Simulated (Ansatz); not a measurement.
**Run report: Tl₁₁Br₁₂, geometry relaxation (part 1 of 3)**

Tl₁₁Br₁₂ (defect cell, 23 atoms in the cell), computed with DFT PBE+D3(BJ), scalar-relativistic, plane waves, PAW, no spin polarisation (Ansatz 0.2.0).

The structure derives from a Materials Project entry. It belongs to a series of runs on one base structure; here: Tl vacancy after atom 6 has jumped, atoms relaxed.

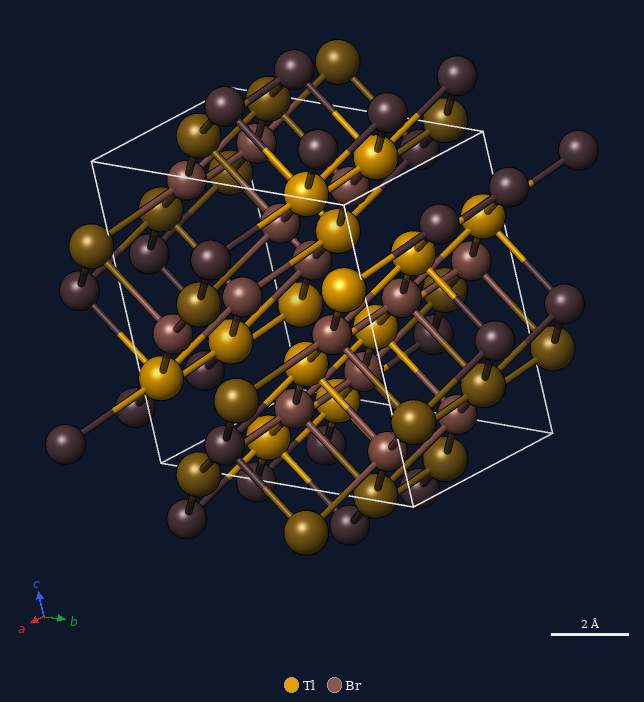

**Figure 1.** The structure as given in the input (ball-and-stick view of the cell of the calculation, seen slightly off an axis; neighbours outside the cell are drawn fainter). Near neighbours in the crystal (not all of them lie inside the picture): Tl has 5 Br at 3.14 to 3.33 Å; Br has 4 Tl at 3.14 to 3.33 Å; Br has 5 Tl at 3.14 to 3.33 Å.

Summary

```csv
quantity,value
outcome,converged
electrons treated,227
free energy,−159307.9922 eV
Fermi energy,3.717 eV
gap on the k-point mesh,none (metallic)
pressure,−0.21 GPa
final volume,809.43 Å³
largest force (length of the vector) at the end,0.007 eV/Å
hardware,"4 threads of Intel Xeon (Sapphire Rapids), 64 GiB of memory available, shared host"
wall time,5 min (CPU time 20 min)
peak memory,3.2 GiB
```

Notes

Notes on the run: the SCF threshold is looser than advised for the printed stress. Spin–orbit coupling is left out, which matters for Tl. The cell holds an odd number of electrons but the run has no spin polarisation, so it comes out as a metal.

Input
```yaml
crystal:
  lattice:
    - [0.0, 0.0, 9.9780691153]
    - [-6.5494335401, 6.1929951826, 4.9890345576]
    - [-6.5494335401, -6.1929951826, 4.9890345576]
  atoms:
    - { symbol: Tl, position: [0.375, 0.6123082249, 0.3876917751] }
    - { symbol: Tl, position: [0.7083333333, 0.2789748915, 0.0543584418] }
    - { symbol: Tl, position: [0.2083333333, 0.2789748915, 0.0543584418] }
    - { symbol: Tl, position: [0.5416666667, 0.9456415582, 0.7210251085] }
    - { symbol: Tl, position: [0.0416666667, 0.9456415582, 0.7210251085] }
    - { symbol: Tl, position: [0.875, 0.6123082249, 0.3876917751] }
    - { symbol: Tl, position: [0.125, 0.3876917751, 0.6123082249] }
    - { symbol: Tl, position: [0.4583333333, 0.0543584418, 0.2789748915] }
    - { symbol: Tl, position: [0.9583333333, 0.0543584418, 0.2789748915] }
    - { symbol: Tl, position: [0.2916666667, 0.7210251085, 0.9456415582] }
    - { symbol: Tl, position: [0.7916666667, 0.7210251085, 0.9456415582] }
    - { symbol: Br, position: [0.625, 0.134397832, 0.865602168] }
    - { symbol: Br, position: [0.125, 0.134397832, 0.865602168] }
    - { symbol: Br, position: [0.4583333333, 0.8010644987, 0.5322688347] }
    - { symbol: Br, position: [0.9583333333, 0.8010644987, 0.5322688347] }
    - { symbol: Br, position: [0.2916666667, 0.4677311653, 0.1989355013] }
    - { symbol: Br, position: [0.7916666667, 0.4677311653, 0.1989355013] }
    - { symbol: Br, position: [0.875, 0.865602168, 0.134397832] }
    - { symbol: Br, position: [0.375, 0.865602168, 0.134397832] }
    - { symbol: Br, position: [0.7083333333, 0.5322688347, 0.8010644987] }
    - { symbol: Br, position: [0.2083333333, 0.5322688347, 0.8010644987] }
    - { symbol: Br, position: [0.5416666667, 0.1989355013, 0.4677311653] }
    - { symbol: Br, position: [0.0416666667, 0.1989355013, 0.4677311653] }
basis:
  ecutwfc: 420
kpoints:
  mp_grid: { grid: [4, 4, 4] }
hamiltonian:
  xc: pbe
  dispersion: d3bj
scf:
  occupations: { method: gaussian, width: 0.05 }
output:
  forces: true
  stress: true
  eigenvalues: true
  write_density: true
  write_potential: true
  elf: true
  volumetric_format: npy
relax:
  adjacent_minimum: "off"
  f_tol: 0.02
  max_steps: 50
```

Launched with:
```bash
ansatz run input.yaml --threads 4 --pin off --max-ram 9216MiB --backend cpu --events-out ev --progress --plain --runs-dir out
```

Log
```
Warning: output.stress: scf.convergence.dr2_threshold = 1e-7 eV (the SCF's general default) is looser than the 2.3e-9 eV advised for a printed stress (1e-10 eV for each atom of the cell: 23). What an SCF threshold leaves in a stress goes as its square root, and in the free energy as the threshold itself, and one threshold admits the most on a small cell: of the crystals measured, under no hybrid functional and no lock of the moments, on runs that ended without the residual-converged pass, on stresses that held no estimate of that error, the worst erred by over 100 MPa in a component at 1e-7 eV an atom and by under 5 at 1e-10. Every solve of this run answers to scf.convergence.dr2_threshold, and the tensor of one is reported: a single SCF on the reported geometry and on this run's grids (its basis.xc_grid and basis.ecutrho_ratio typed), with scf.convergence.dr2_threshold at 2.3e-9 eV or tighter, prints it and tightens no other solve. Else set scf.convergence.dr2_threshold to 2.3e-9 eV or tighter. The threshold is an SCF's pass mark: one that does not reach it within its budget of iterations ends unconverged, or closes short of it on a stop that the run arms, and scf.convergence.dr2_threshold's page says what that costs each kind of run
Engine: ansatz 0.2.0, x86_64-unknown-linux-gnu
Pseudopotentials: kind: paw
Pseudopotential: Tl, paw, valence charge 13, recommended cutoff 420 eV (normal), Tl.paw.azcp
Pseudopotential: Br, paw, valence charge 7, recommended cutoff 420 eV (normal), Br.paw.azcp
Functional definition: PBE
  parameter kappa = 0.804
  parameter beta = 0.06672455060314922
  exchange = pbe_x(kappa = kappa, mu = beta*pi^2/3)
  correlation = pbe_c(beta = beta)
Crystal: 23 atoms, lattice volume = 809.433 Å³
Basis set: ecut = 420 eV, 15861 PW (Γ), exchange–correlation on 144×144×144 points (8 copies of the dense FFT grid, shifted against one another)
Bands: 137, of which v1, the nominal top of the filled ones, is band 114 counted from 1 (113 counted from 0)
Symmetry: 4 space group operations
Space group: Imm2 (ITA 44), of the structure as read, at distance tolerance 9.3e-5 Å
k-points: 18 of 64 (time reversal used)
Non-local potential: Tl, projectors of the file, l = 0: 2, l = 1: 2, l = 2: 2, l = 3: 1
Non-local potential: Br, projectors of the file, l = 0: 2, l = 1: 2, l = 2: 2
PAW form: soft (Blöchl's): semilocal exchange-correlation on the pseudo side does not see the compensation charge
PAW one-centre angular grid: Tl, 590 points (default); XC on 64 Gauss nodes
PAW one-centre angular grid: Br, 110 points (default); XC on 64 Gauss nodes
Initial density: superposition of atomic densities (neutral atoms: chi_scale 0, normalization atom), corrected by the library's trained network
Initial wavefunctions: pseudopotential atomic-orbital guess
Functional: x = pbe(κ = 0.804, μ = 0.2195149727645171), c = pbe(β = 0.06672455060314922)
SCF iter   1: F=—  HF=-159307.810889 eV  |F-HF|=—  |Δ(HF+E_count)|=         —  Δρ=1.78e-3  dr2=3.26e-2  ethr=1.77e-3  ⟨swp⟩=7.2  Hψ=9405  notcnv=0  defer=13
preconditioner: auto → LDOS  [metal: Δε(μ)=0.027 eV  Ē_g=11.290 eV  σ=0.050 eV  W_gap=0.30  n_scr=162 (ndim 8)  ℏωp=19.7 eV  f_vac=0.048  D(μ)=9.17/eV (n_scr^D=38)  β→1.0]
SCF iter   2: F=—  HF=-159307.793324 eV  |F-HF|=—  |Δ(HF+E_count)|=   1.76e-2  Δρ=9.12e-4  dr2=1.55e-2  ethr=1.44e-5  ⟨swp⟩=2.3  Hψ=4922  notcnv=0  defer=117
SCF iter   3: F=—  HF=-159307.791167 eV  |F-HF|=—  |Δ(HF+E_count)|=   2.16e-3  Δρ=5.41e-4  dr2=6.70e-3  ethr=6.84e-6  ⟨swp⟩=2.0  Hψ=3993  notcnv=0  defer=117
SCF iter   4: F=—  HF=-159307.790200 eV  |F-HF|=—  |Δ(HF+E_count)|=   9.67e-4  Δρ=2.11e-4  dr2=1.05e-3  ethr=2.95e-6  ⟨swp⟩=2.9  Hψ=4384  notcnv=0  defer=117
SCF iter   5: F=—  HF=-159307.789999 eV  |F-HF|=—  |Δ(HF+E_count)|=   2.01e-4  Δρ=1.00e-4  dr2=2.84e-4  ethr=4.64e-7  ⟨swp⟩=2.8  Hψ=4019  notcnv=0  defer=117
SCF iter   6: F=—  HF=-159307.789935 eV  |F-HF|=—  |Δ(HF+E_count)|=   6.39e-5  Δρ=3.90e-5  dr2=3.72e-5  ethr=1.25e-7  ⟨swp⟩=2.0  Hψ=3956  notcnv=0  defer=117
SCF iter   7: F=-159307.789924 eV  HF=-159307.789927 eV  |F-HF|=3.33e-6  |Δ(HF+E_count)|=   7.99e-6  Δρ=1.27e-5  dr2=4.00e-6  ethr=4.41e-9  ⟨swp⟩=18.1  Hψ=27549  notcnv=0
SCF 1 converged in 7 iterations: F = -159307.789924 eV  dr2 = 4.00e-6
  greatest PAW one-centre occupation: 0.967 electrons in one spin orbital (limit 2), on the Tl atom at site 6 (counted from 0), in its partial waves of l = 2
relax step   1: F+E_penalty+E_count = -159307.78992362 eV  Δ(F+E_penalty+E_count) = +0.000e0 eV  max|allowed force component| = 1.912e-1 eV/Å  Δτ_max = 0.0000 Å  (7 SCF iters, dr2 threshold 1.00e-5 eV, accepted)
Initial density: handed on by an earlier stage of this run
Initial wavefunctions: those handed on with the density
iter 1 solved again at ethr=1.02e-4 eV; its pass at ethr=3.10e-3 eV (dr2=2.32e-1 eV) is discarded
SCF iter   1: F=—  HF=-159307.977876 eV  |F-HF|=—  |Δ(HF+E_count)|=         —  Δρ=3.56e-3  dr2=2.50e-1  ethr=1.02e-4  ⟨swp⟩=1.5  Hψ=7294  notcnv=0  defer=300
preconditioner: auto → LDOS  [metal: Δε(μ)=0.045 eV  Ē_g=11.317 eV  σ=0.050 eV  W_gap=0.41  n_scr=162 (ndim 8)  ℏωp=19.7 eV  f_vac=0.048  D(μ)=5.74/eV (n_scr^D=16)  β→1.0]
SCF iter   2: F=—  HF=-159308.088663 eV  |F-HF|=—  |Δ(HF+E_count)|=   1.11e-1  Δρ=5.14e-3  dr2=6.58e-1  ethr=1.02e-4  ⟨swp⟩=3.1  Hψ=5403  notcnv=0  defer=300  recentre
SCF iter   3: F=—  HF=-159307.913171 eV  |F-HF|=—  |Δ(HF+E_count)|=   1.75e-1  Δρ=4.60e-4  dr2=2.77e-3  ethr=1.02e-4  ⟨swp⟩=2.8  Hψ=4163  notcnv=0  defer=300
SCF iter   4: F=—  HF=-159307.912725 eV  |F-HF|=—  |Δ(HF+E_count)|=   4.46e-4  Δρ=1.49e-4  dr2=4.51e-4  ethr=1.22e-6  ⟨swp⟩=3.0  Hψ=4337  notcnv=0  defer=300
SCF iter   5: F=—  HF=-159307.913147 eV  |F-HF|=—  |Δ(HF+E_count)|=   4.23e-4  Δρ=4.26e-5  dr2=4.03e-5  ethr=1.99e-7  ⟨swp⟩=2.0  Hψ=4290  notcnv=0  defer=300
SCF iter   6: F=—  HF=-159307.913139 eV  |F-HF|=—  |Δ(HF+E_count)|=   8.24e-6  Δρ=1.65e-5  dr2=6.81e-6  ethr=1.77e-8  ⟨swp⟩=2.0  Hψ=3817  notcnv=0  defer=300
SCF iter   7: F=-159307.913137 eV  HF=-159307.913138 eV  |F-HF|=5.84e-7  |Δ(HF+E_count)|=   1.55e-6  Δρ=5.66e-6  dr2=7.25e-7  ethr=1.01e-9  ⟨swp⟩=18.0  Hψ=22872  notcnv=0
WARN: dispersion: an atom stands within reach of a switch of its C6 between two reference coordination numbers of its element: through that C6 alone, e_disp changes by 0.025 eV or more while the distances to its neighbours run over a stretch of 0.05 Å that contains this geometry (sites counted from 0 in the run's list of atoms or, in a supercell that it derives, in that cell's: here a list of 23) — site 0 (Tl): coordination number 2.799 (about 2.42 to 3.18 with every neighbour 0.05 Å farther or nearer), switch near 2.436 between the references 2.942 (weight 0.95) and 1.930 (weight 0.05), e_disp changing by some 0.03 eV; site 5 (Tl): coordination number 2.799 (about 2.42 to 3.18 with every neighbour 0.05 Å farther or nearer), switch near 2.436 between the references 2.942 (weight 0.95) and 1.930 (weight 0.05), e_disp changing by some 0.03 eV; some 0.06 eV in sum. This is how the published method behaves, and the energy and the forces stay consistent. Where you compare this geometry's total energy with another's, compare their components.e_disp too, and, where the geometries are yours to choose, keep both on one side of the switch, which a site's coordination number tells: a relaxation that ends in reach of it can search the other side under relax.adjacent_minimum: search, except where no move that the cell, the constraints and the symmetry allow carries the atom there
SCF 2 converged in 7 iterations: F = -159307.913137 eV  dr2 = 7.25e-7
relax step   2: F+E_penalty+E_count = -159307.91313702 eV  Δ(F+E_penalty+E_count) = -1.232e-1 eV  max|allowed force component| = 9.848e-2 eV/Å  Δτ_max = 0.0915 Å  (7 SCF iters, dr2 threshold 2.28e-6 eV, accepted)
iter 1 solved again at ethr=1.91e-4 eV; its pass at ethr=3.10e-3 eV (dr2=4.34e-1 eV) is discarded
SCF iter   1: F=—  HF=-159308.084555 eV  |F-HF|=—  |Δ(HF+E_count)|=         —  Δρ=5.08e-3  dr2=4.67e-1  ethr=1.91e-4  ⟨swp⟩=2.0  Hψ=7708  notcnv=0  defer=288
preconditioner: auto → LDOS  [insulator: Δε(μ)=0.083 eV  Ē_g=11.311 eV  σ=0.050 eV  W_gap=0.76  n_scr=162 (ndim 8)  ℏωp=19.7 eV  f_vac=0.048  D(μ)=4.07/eV (n_scr^D=12)  ε∞_Penn≈4.0  β→1.0]
SCF iter   2: F=—  HF=-159308.348405 eV  |F-HF|=—  |Δ(HF+E_count)|=   2.64e-1  Δρ=7.39e-3  dr2=1.42e0  ethr=1.91e-4  ⟨swp⟩=3.6  Hψ=5907  notcnv=0  defer=288  recentre
SCF iter   3: F=—  HF=-159307.965539 eV  |F-HF|=—  |Δ(HF+E_count)|=   3.83e-1  Δρ=8.26e-4  dr2=8.28e-3  ethr=1.91e-4  ⟨swp⟩=3.1  Hψ=4853  notcnv=0  defer=288
SCF iter   4: F=—  HF=-159307.964084 eV  |F-HF|=—  |Δ(HF+E_count)|=   1.45e-3  Δρ=2.33e-4  dr2=9.35e-4  ethr=3.65e-6  ⟨swp⟩=3.0  Hψ=4322  notcnv=0  defer=288
SCF iter   5: F=—  HF=-159307.963878 eV  |F-HF|=—  |Δ(HF+E_count)|=   2.06e-4  Δρ=5.11e-5  dr2=3.91e-5  ethr=4.12e-7  ⟨swp⟩=2.2  Hψ=4014  notcnv=0  defer=288
SCF iter   6: F=—  HF=-159307.964420 eV  |F-HF|=—  |Δ(HF+E_count)|=   5.42e-4  Δρ=2.14e-5  dr2=8.48e-6  ethr=1.72e-8  ⟨swp⟩=2.0  Hψ=4289  notcnv=0  defer=288
SCF iter   7: F=—  HF=-159307.964419 eV  |F-HF|=—  |Δ(HF+E_count)|=   1.20e-6  Δρ=8.08e-6  dr2=1.38e-6  ethr=3.74e-9  ⟨swp⟩=2.0  Hψ=3210  notcnv=0  defer=288
SCF iter   8: F=-159307.964418 eV  HF=-159307.964419 eV  |F-HF|=1.02e-7  |Δ(HF+E_count)|=   3.20e-7  Δρ=2.81e-6  dr2=1.34e-7  ethr=2.67e-10  ⟨swp⟩=17.5  Hψ=21352  notcnv=0
WARN: dispersion: an atom stands within reach of a switch of its C6 between two reference coordination numbers of its element: through that C6 alone, e_disp changes by 0.025 eV or more while the distances to its neighbours run over a stretch of 0.05 Å that contains this geometry (sites counted from 0 in the run's list of atoms or, in a supercell that it derives, in that cell's: here a list of 23) — site 0 (Tl): coordination number 2.290 (about 1.95 to 2.63 with every neighbour 0.05 Å farther or nearer), switch near 2.436 between the references 1.930 (weight 0.76) and 2.942 (weight 0.24), e_disp changing by some 0.04 eV; site 5 (Tl): coordination number 2.290 (about 1.95 to 2.63 with every neighbour 0.05 Å farther or nearer), switch near 2.436 between the references 1.930 (weight 0.76) and 2.942 (weight 0.24), e_disp changing by some 0.04 eV; some 0.07 eV in sum. This is how the published method behaves, and the energy and the forces stay consistent. Where you compare this geometry's total energy with another's, compare their components.e_disp too, and, where the geometries are yours to choose, keep both on one side of the switch, which a site's coordination number tells: a relaxation that ends in reach of it can search the other side under relax.adjacent_minimum: search, except where no move that the cell, the constraints and the symmetry allow carries the atom there
SCF 3 converged in 8 iterations: F = -159307.964418 eV  dr2 = 1.34e-7
relax step   3: F+E_penalty+E_count = -159307.96441846 eV  Δ(F+E_penalty+E_count) = -5.128e-2 eV  max|allowed force component| = 1.138e-1 eV/Å  Δτ_max = 0.2000 Å  (8 SCF iters, dr2 threshold 6.06e-7 eV, accepted)
SCF iter   1: F=—  HF=-159307.989181 eV  |F-HF|=—  |Δ(HF+E_count)|=         —  Δρ=1.72e-3  dr2=4.17e-2  ethr=3.82e-4  ⟨swp⟩=5.0  Hψ=4518  notcnv=0  defer=299
preconditioner: auto → LDOS  [insulator: Δε(μ)=0.081 eV  Ē_g=11.315 eV  σ=0.050 eV  W_gap=0.75  n_scr=162 (ndim 8)  ℏωp=19.7 eV  f_vac=0.049  D(μ)=3.81/eV (n_scr^D=12)  ε∞_Penn≈4.0  β→1.0]
SCF iter   2: F=—  HF=-159308.006192 eV  |F-HF|=—  |Δ(HF+E_count)|=   1.70e-2  Δρ=2.01e-3  dr2=9.90e-2  ethr=1.84e-5  ⟨swp⟩=3.0  Hψ=5205  notcnv=0  defer=292
SCF iter   3: F=—  HF=-159307.979160 eV  |F-HF|=—  |Δ(HF+E_count)|=   2.70e-2  Δρ=2.95e-4  dr2=2.11e-3  ethr=1.84e-5  ⟨swp⟩=2.4  Hψ=4270  notcnv=0  defer=292
SCF iter   4: F=—  HF=-159307.979191 eV  |F-HF|=—  |Δ(HF+E_count)|=   3.09e-5  Δρ=1.14e-4  dr2=2.66e-4  ethr=9.28e-7  ⟨swp⟩=2.6  Hψ=4267  notcnv=0  defer=292
SCF iter   5: F=—  HF=-159307.979116 eV  |F-HF|=—  |Δ(HF+E_count)|=   7.42e-5  Δρ=1.78e-5  dr2=3.63e-6  ethr=1.17e-7  ⟨swp⟩=2.1  Hψ=4050  notcnv=0  defer=292
SCF iter   6: F=-159307.979115 eV  HF=-159307.979116 eV  |F-HF|=2.85e-7  |Δ(HF+E_count)|=   5.93e-7  Δρ=6.14e-6  dr2=5.35e-7  ethr=1.51e-9  ⟨swp⟩=18.2  Hψ=25228  notcnv=0
WARN: dispersion: an atom stands within reach of a switch of its C6 between two reference coordination numbers of its element: through that C6 alone, e_disp changes by 0.025 eV or more while the distances to its neighbours run over a stretch of 0.05 Å that contains this geometry (sites counted from 0 in the run's list of atoms or, in a supercell that it derives, in that cell's: here a list of 23) — site 0 (Tl): coordination number 2.487 (about 2.13 to 2.85 with every neighbour 0.05 Å farther or nearer), switch near 2.436 between the references 2.942 (weight 0.60) and 1.930 (weight 0.40), e_disp changing by some 0.04 eV; site 5 (Tl): coordination number 2.487 (about 2.13 to 2.85 with every neighbour 0.05 Å farther or nearer), switch near 2.436 between the references 2.942 (weight 0.60) and 1.930 (weight 0.40), e_disp changing by some 0.04 eV; some 0.07 eV in sum. This is how the published method behaves, and the energy and the forces stay consistent. Where you compare this geometry's total energy with another's, compare their components.e_disp too, and, where the geometries are yours to choose, keep both on one side of the switch, which a site's coordination number tells: a relaxation that ends in reach of it can search the other side under relax.adjacent_minimum: search, except where no move that the cell, the constraints and the symmetry allow carries the atom there
SCF 4 converged in 6 iterations: F = -159307.979115 eV  dr2 = 5.35e-7
  Residual-converged pass: ⟨swp⟩=1.0  Hψ=2538  notcnv=0  max |occ|·‖R‖ = 7.1e-9 eV (tolerance 1.0e-8 eV)  dr2=5.35e-7  dr2_onsite=1.67e-8  max |Δocc| = 4.3e-11
relax step   4: F+E_penalty+E_count = -159307.97911547 eV  Δ(F+E_penalty+E_count) = -1.470e-2 eV  max|allowed force component| = 8.488e-2 eV/Å  Δτ_max = 0.1007 Å  (6 SCF iters, dr2 threshold 3.43e-6 eV, accepted)
```
